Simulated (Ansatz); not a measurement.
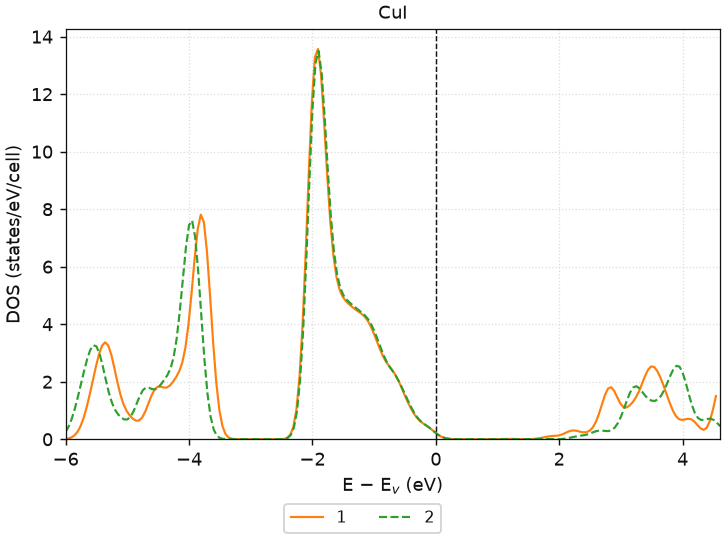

Total densities of states of CuI, space group Imm2 (No. 44), 2 atoms in the cell, shear (xy) strain −0.9%, by two methods on the same cell. The curves are built from the levels of the k mesh with Gaussians 0.3 eV wide, which also blur the band edges. Each is counted from its own valence-band top.

Which curve is which? The methods: PBE, r2SCAN.

1 is PBE; 2 is r2SCAN. PBE gives a gap of 1.17 eV and r2SCAN gives a gap of 1.66 eV.

Settings. PBE: DFT, PBE, plane waves, PAW, no spin polarisation, 8×8×8 k mesh, 420 eV cutoff, Fermi-Dirac smearing of 0.02 eV (Ansatz 0.2.0). r2SCAN: DFT, r2SCAN, plane waves, PAW, no spin polarisation, 8×8×8 k mesh, 500 eV cutoff (Ansatz).

Spin-orbit coupling is left out, which matters for I.
